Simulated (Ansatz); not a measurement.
# SiW: response to a displaced atom

Aim: deform SiW (atom 1 (W) moved by (0.080, 0.000, 0.000) Å) and compute stress, forces and field gradients with LAPW, PAW and all-electron datasets made for the crystal.

Method: DFT PBE, scalar-relativistic, in Ansatz 0.2.0.

2 further runs of the same task are left out: 1 that didn't finish, 1 set aside as unsound or not needed.

### 1 The structure to begin with

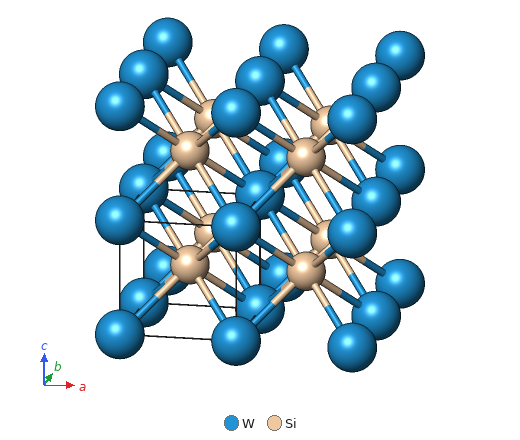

Start, viewed slightly off an axis; tungsten blue, silicon light orange. 2×2×2 cells are drawn. Atoms on the faces are drawn again on the opposite ones.

Coordinates:

```
CELL_PARAMETERS angstrom
3.05709 0.00000 0.00000
0.00000 3.05709 0.00000
0.00000 0.00000 3.05709
ATOMIC_POSITIONS crystal
W 0.00000 0.00000 0.00000
Si 0.50000 0.50000 0.50000
```

Atoms are numbered in the order of the input: W1, Si2.

### 2 After the deformation

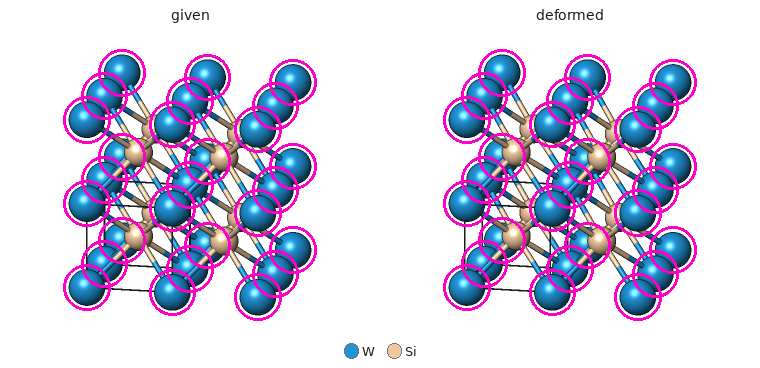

Given and deformed, at one scale; the moved atom is ringed.

Space group Pm-3m before, P4mm after.

### 3 All-electron LAPW

File input.yaml:

```yaml
crystal:
  lattice:
    - [3.0570944066, 0.0, 0.0]
    - [0.0, 3.0570944066, 0.0]
    - [0.0, 0.0, 3.0570944066]
  atoms:
    - { symbol: W, position: [0.026168639, 0.0, 0.0] }
    - { symbol: Si, position: [0.5, 0.5, 0.5] }
kpoints:
  mp_grid: { grid: [11, 11, 11] }
scf:
  occupations: { method: fermi_dirac, width: 0.03 }
hamiltonian:
  xc: pbe
  pseudopotentials: { kind: all_electron, lapw: { basis_error: 0.0005 } }
output:
  forces: true
  stress: true
  eigenvalues: true
```

Command:

```console
$ ansatz run input.yaml --threads 1 --pin off --max-ram 2048MiB --backend cpu --events-out ev --progress --plain --runs-dir out
```

Output (excerpt; [...] marks lines left out):

```text
LAPW: plane waves up to 8.315 Å⁻¹, error target 5.0e-4 eV per atom; small_component_spin mean_spin; Si in spheres of 1.144 Å, 12 of its electrons in bands, Dirac shells []; W in spheres of 1.458 Å, 38 of its electrons in bands, Dirac shells []
[...]
Pseudopotentials: kind: all_electron
Pseudopotential: W, LAPW, valence charge 38, Koelling and Harmon's equation, gaussian nucleus
Pseudopotential: Si, LAPW, valence charge 12, Koelling and Harmon's equation, gaussian nucleus
Functional definition: PBE
[...]
Crystal: 2 atoms, lattice volume = 28.571 Å³
Basis set: ecut = 263.40235033219676 eV, 257 PW (Γ), exchange–correlation at level 2
Bands: 30, of which v1, the nominal top of the filled ones, is band 25 counted from 1 (24 counted from 0)
Symmetry: 8 space group operations
Space group: P4mm (ITA 99), of the structure as read, at distance tolerance 3.1e-5 Å
k-points: 126 of 1331 (time reversal used)
[...]
SCF iter   1: F=—  HF=-447094.373324 eV  |F-HF|=—  |Δ(HF+E_count)|=         —  Δρ=2.19e-2  dr2=1.08e-1  ethr=2.15e-4  ⟨swp⟩=2.9  Hψ=24505  notcnv=0
[...]
the basis was enlarged: its passes take 244.5 KiB over the memory plan, 1 of 1 planned eigensolver slots
[...]
SCF iter  10: F=-447094.203123 eV  HF=-447094.203123 eV  |F-HF|=1.13e-8  |Δ(HF+E_count)|=   2.18e-7  Δρ=4.35e-6  dr2=3.13e-9  ethr=1.25e-9  ⟨swp⟩=2.0  Hψ=10885  notcnv=0
[...]
SCF converged after 10 iterations
Free energy (F): -447094.203123 eV
[...]
E sigma→0 (E₀):  -447094.197902 eV
Entropy (-TS):   -0.010442 eV (-5.221 meV/atom)
Fermi energy:    22.232553 eV
[...]
--- Forces (eV/Å), atoms counted from 1 ---
  atom   1  W     -0.51100683     0.00000000     0.00000000
  atom   2  Si     0.51100957     0.00000000     0.00000000
[...]
--- Stress (GPa, compression-positive) ---
       -0.129460       0.000000       0.000000
        0.000000       0.954964       0.000000
        0.000000       0.000000       0.954964
  P = ⅓ Tr σ = 0.5935 GPa (5.935 kbar)
--- Band table (eV; the first three rows and the last of 126) ---
[...]
```

Run time: 63 s. Hardware: 1 thread of Arm Neoverse V2, shared host; peak memory 0.45 GiB.

In short: pressure 0.59 GPa; no gap; largest force 0.511 eV/Å.

### 4 PAW with frozen cores

input.yaml: that of step 3 with these lines changed.

```diff
@@ -14,3 +14,3 @@
   xc: pbe
-  pseudopotentials: { kind: all_electron, lapw: { basis_error: 0.0005 } }
+  pseudopotentials: { kind: paw }
 output:
@@ -19 +19,2 @@
   eigenvalues: true
+  efg: { contact_densities: true }
```

Command:

```console
$ ansatz run input.yaml --threads 1 --pin off --max-ram 2048MiB --backend cpu --events-out ev --progress --plain --runs-dir out
```

Output (excerpt; [...] marks lines left out):

```text
W: output.efg is read without spin–orbit coupling, which moves field gradients at and beside such atoms by some per cent and up to a factor of two; PAW files take it under magnetization.noncollinear and magnetization.spin_orbit
[...]
Pseudopotentials: kind: paw
Pseudopotential: W, paw, valence charge 14, recommended cutoff 420 eV (normal)
Pseudopotential: Si, paw, valence charge 4, recommended cutoff 420 eV (normal)
[... 1 set-up line as earlier in the session ...]
[...]
Crystal: 2 atoms, lattice volume = 28.571 Å³
Basis set: ecut = 420 eV, 587 PW (Γ), exchange–correlation on 48×48×48 points (8 copies of the dense FFT grid, shifted against one another)
Bands: 13, of which v1, the nominal top of the filled ones, is band 9 counted from 1 (8 counted from 0)
[... 2 set-up lines as earlier in the session ...]
[...]
--- Forces (eV/Å), atoms counted from 1 ---
  atom   1  W     -0.51159311     0.00000000     0.00000000
  atom   2  Si     0.51159827     0.00000000     0.00000000
[...]
--- Stress (GPa, compression-positive) ---
       -0.134238      -0.000000       0.000000
       -0.000000       0.952516       0.000000
        0.000000       0.000000       0.952516
  P = ⅓ Tr σ = 0.5903 GPa (5.903 kbar)
--- PAW observables at the nuclei: V_zz in 10²¹ V/m², potentials from the cell's mean, atoms counted from 1 ---
  atom   1  W  V_zz =    +1.082410   η = 0.0000   by run symmetry: allowed
            electrostatic potential = -14814.909858 V   contact ρ = 8822011.680450 e/Å³
  atom   2  Si V_zz =    +0.147029   η = 0.0000   by run symmetry: allowed
            electrostatic potential = -1372.886363 V   contact ρ = 12809.899119 e/Å³
--- Band table (eV; the first three rows and the last of 126) ---
  k-point 0: bands = ["-55.8522", "-20.0112", "-20.0054", "-20.0054", "5.1533", "14.0520", "14.0624", "19.4761", "19.4761", "19.5326", "20.2409", "20.2728", "20.2728"]
[...]
```

Wall time 5.7 s (1 thread of Arm Neoverse V2, shared host); peak memory 0.39 GiB.

Read from it: pressure 0.59 GPa; no gap; largest force 0.512 eV/Å; Vzz W1 1.08 (η = 0.00), Si2 0.15 (η = 0.00) (10²¹ V/m²).

### 5 All-electron PAW on datasets made for the crystal

input.yaml: that of step 4 with these lines changed.

```diff
@@ -14,3 +14,3 @@
   xc: pbe
-  pseudopotentials: { kind: paw }
+  pseudopotentials: { kind: all_electron, datasets: crystal }
 output:
```

Command:

```console
$ ansatz run input.yaml --threads 1 --pin off --max-ram 2048MiB --backend cpu --events-out ev --progress --plain --runs-dir out
```

Output (excerpt; [...] marks lines left out):

```text
[...]
band count auto-derived: 11 (N_el = 10.0; filled up to band 5; 9 by the electrons, moments and atoms)
W: output.efg is read without spin–orbit coupling, which moves field gradients at and beside such atoms by some per cent and up to a factor of two; PAW files take it under magnetization.noncollinear and magnetization.spin_orbit
[...]
[... 1 set-up line as earlier in the session ...]
Pseudopotential: W, paw, valence charge 28, recommended cutoff 300 eV (normal), Koelling and Harmon's equation, gaussian nucleus
Pseudopotential: Si, paw, valence charge 12, recommended cutoff 300 eV (normal), Koelling and Harmon's equation, gaussian nucleus
[... 1 set-up line as earlier in the session ...]
[...]
Crystal: 2 atoms, lattice volume = 28.571 Å³
Basis set: ecut = 300 eV, 341 PW (Γ), exchange–correlation on 36×36×36 points (8 copies of the dense FFT grid, shifted against one another)
[...]
--- Forces (eV/Å), atoms counted from 1 ---
  atom   1  W     -0.51105916     0.00000000     0.00000000
  atom   2  Si     0.51108725     0.00000000     0.00000000
[...]
--- Stress (GPa, compression-positive) ---
       -0.127134       0.000000       0.000000
        0.000000       0.957974       0.000000
        0.000000       0.000000       0.957974
  P = ⅓ Tr σ = 0.5963 GPa (5.963 kbar)
  It holds what live shells' own plane waves past their cutoff add
--- PAW observables at the nuclei: V_zz in 10²¹ V/m², potentials from the cell's mean, atoms counted from 1 ---
  atom   1  W  V_zz =    +1.072666   η = 0.0000   by run symmetry: allowed
            electrostatic potential = -14814.846778 V   contact ρ = 8817675.201010 e/Å³
  atom   2  Si V_zz =    +0.144540   η = 0.0000   by run symmetry: allowed
            electrostatic potential = -1372.694219 V   contact ρ = 12818.885139 e/Å³
--- Band table (eV; the first three rows and the last of 126) ---
  k-point 0: bands = ["9.6419", "18.5426", "18.5530", "23.9648", "23.9648", "24.0214", "24.7295", "24.7613", "24.7613"]
[...]
```

It took 15 s on 1 thread of Arm Neoverse V2, shared host; peak memory 0.54 GiB.

Read from it: pressure 0.60 GPa; no gap; largest force 0.511 eV/Å; Vzz W1 1.07 (η = 0.00), Si2 0.14 (η = 0.00) (10²¹ V/m²).

### 6 Stress and forces compared

Stress (GPa, compression positive):

```tsv
method	xx	yy	zz	yz	xz	xy
LAPW	-0.13	0.95	0.95	0.00	0.00	0.00
PAW	-0.13	0.95	0.95	0.00	0.00	0.00
crystal datasets	-0.13	0.96	0.96	0.00	0.00	0.00
```

Forces (eV/Å):

```tsv
atom	LAPW x	LAPW y	LAPW z	PAW x	PAW y	PAW z	crystal datasets x	crystal datasets y	crystal datasets z
W1	-0.511	0.000	0.000	-0.512	0.000	0.000	-0.511	0.000	0.000
Si2	0.511	0.000	0.000	0.512	0.000	0.000	0.511	0.000	0.000
```

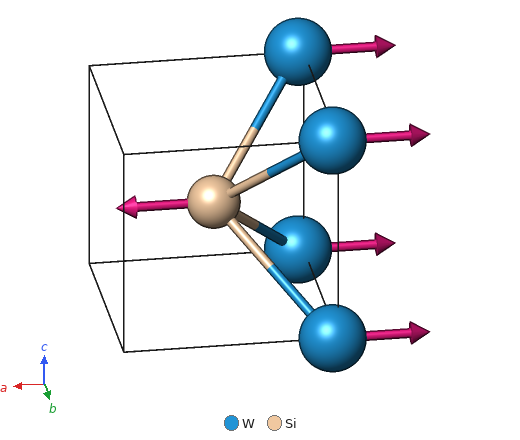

Forces of the LAPW run as arrows; the longest is 0.511 eV/Å.

| method | pressure (GPa) | largest force (eV/Å) | Vzz W1 (10²¹ V/m²) | Vzz Si2 (10²¹ V/m²) | SCF cycles, all passes | time |
| --- | --- | --- | --- | --- | --- | --- |
| LAPW | 0.59 | 0.511 | – | – | 10 | 63 s |
| PAW | 0.59 | 0.512 | 1.08 | 0.15 | 6 | 5.7 s |
| crystal datasets | 0.60 | 0.511 | 1.07 | 0.14 | 9 | 15 s |

### 7 Results

| quantity | value |
| --- | --- |
| pressure | LAPW 0.59, PAW 0.59, crystal datasets 0.60 GPa |
| largest shear or deviatoric stress (LAPW) | 0.72 GPa |
| force on W1 along the move | -0.511 eV/Å |

**Reading.** The force on W1 points against the move, a stiffness of 6.39 eV/Å² with all periodic images moving together. No run of the undeformed cell stands beside it, so the pressure holds what the given cell had before the change. PAW: stress within 0.01 GPa of LAPW, forces within 1 meV/Å. Crystal datasets: stress within 0.01 GPa of LAPW, forces within 1 meV/Å. Spin-orbit coupling is left out, though the cell holds W; in elements this heavy it can shift bands and gaps by tenths of an eV.
